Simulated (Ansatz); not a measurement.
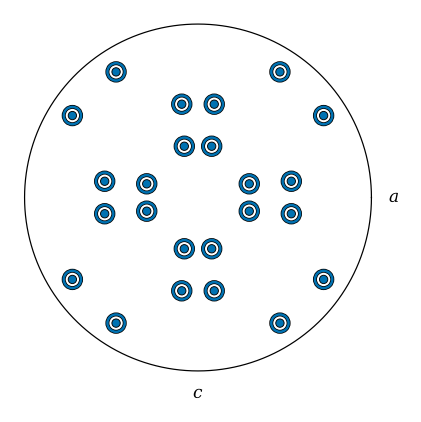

Stereographic projection: filled dots lie in the upper hemisphere, open rings in the lower. The b axis points at the viewer. The poles are all faces of one general form. Computed from the symmetry operations of a computed or model structure of composition SnTe.

Q: Which point group is this?

A: m-3m (Oh), order 48, cubic system: three fourfold axes, four threefold axes, six twofold axes, nine mirror planes, an inversion centre.

Q: Can such a crystal be piezoelectric, pyroelectric or chiral?

A: It is centrosymmetric, so neither piezoelectric nor pyroelectric; it is not chiral.
